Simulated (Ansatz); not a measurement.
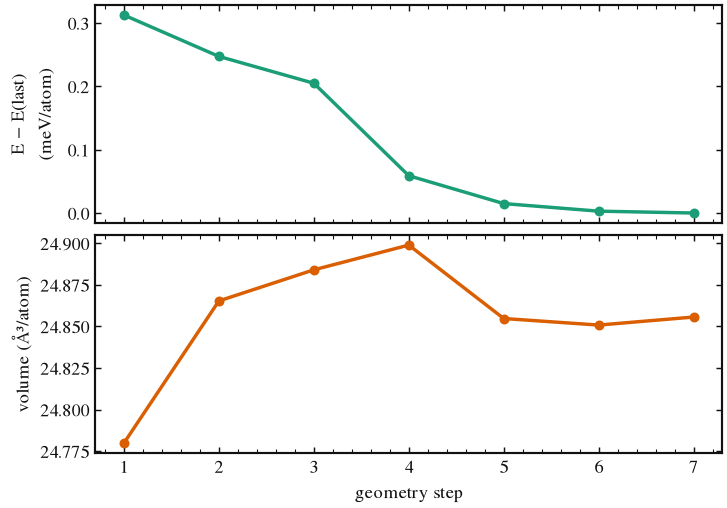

The picture comes from a calculation with Ansatz.

History of a geometry optimisation. Atoms and cell relax. A closing SCF on a freshly chosen basis isn't drawn.

```
crystal:
  lattice:
    - [-1.8605045228, 1.8605045228, 1.7896879303]
    - [1.8605045228, -1.8605045228, 1.7896879303]
    - [1.8605045228, 1.8605045228, -1.7896879303]
  atoms:
    - { symbol: Sc, position: [0.0, 0.0, 0.0] }
basis:
  ecutwfc: 420
kpoints:
  mp_grid: { grid: [22, 22, 22] }
hamiltonian:
  xc: pbe
scf:
  occupations: { method: gaussian, width: 0.1 }
output:
  forces: true
  stress: true
  eigenvalues: true
relax:
  adjacent_minimum: "off"
  f_tol: 0.01
  max_steps: 80
  cell: { stress_tol: 0.05 }
```

> How did it end, and what did it gain?

The optimisation met its thresholds at geometry 7, counting the start as the first. The energy fell by about 0.31 meV/atom from the first step to the last. All forces vanish by symmetry, so only the cell moves.

> What happens to the cell?

The volume grows from 24.78 to 24.86 Å³ per atom (+0.3 %), overshooting to 24.90 at step 4. The start was compressed.

> By which step was nine tenths of the energy gained?

By step 5 of 7.
